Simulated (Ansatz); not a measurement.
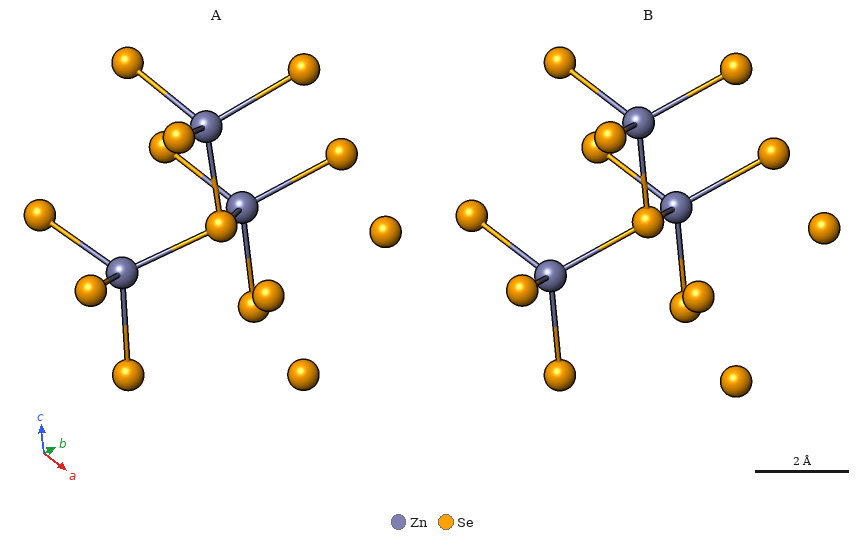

Two geometries of a defect cell of composition Zn15Se16 (cell charge −2), drawn at one scale. One is the start of a relaxation, the other its converged end. A ball-and-stick model of the atoms within 4.2 Å of the atom that moves most (axes of the cell of the calculation), seen slightly off an axis.

Theory: Ansatz, DFT LDA, scalar-relativistic, plane waves, PAW. (plane-wave cutoff 420 eV; k-point mesh 2 × 2 × 2; occupations gaussian; smearing width 0.02 eV; mesh shifted by (0.5, 0.5, 0.5); no spin polarisation; atoms relaxed in a fixed cell; force threshold 0.02 eV/Å; at most 60 steps)

Q: Which of the two is the end point?

A: Structure A is the relaxed one. Case: Zn on a Zn site beside a Zn vacancy, charge -2, atoms relaxed. The largest moves, 0.16 Å, are those of Se atoms. Largest moves by element: Se 0.16 Å, Zn 0.10 Å. The lattice vectors keep their values. Among the contacts that change: Se–Zn 2.411 → 2.371 Å, Se–Zn 2.411 → 2.449 Å. Bond angles that change, for instance: Se–Zn–Se 109.5° → 115.9°, Zn–Se–Zn 109.5° → 104.9°, Se–Zn–Se 109.5° → 106.2°. The energy falls by 0.364 eV per cell of the calculation in 3 geometry steps. The largest force component goes from 0.38 to 0.0083 eV/Å. Cost: 47 s on 8 threads of Intel(R) Xeon(R) Platinum 8259CL CPU @ 2.50GHz (Skylake/Cascade Lake) (shared host), peak memory 2.1 GiB.

Limits of the set-up: the cell is charged, on a uniform background, and energies carry no finite-size correction.
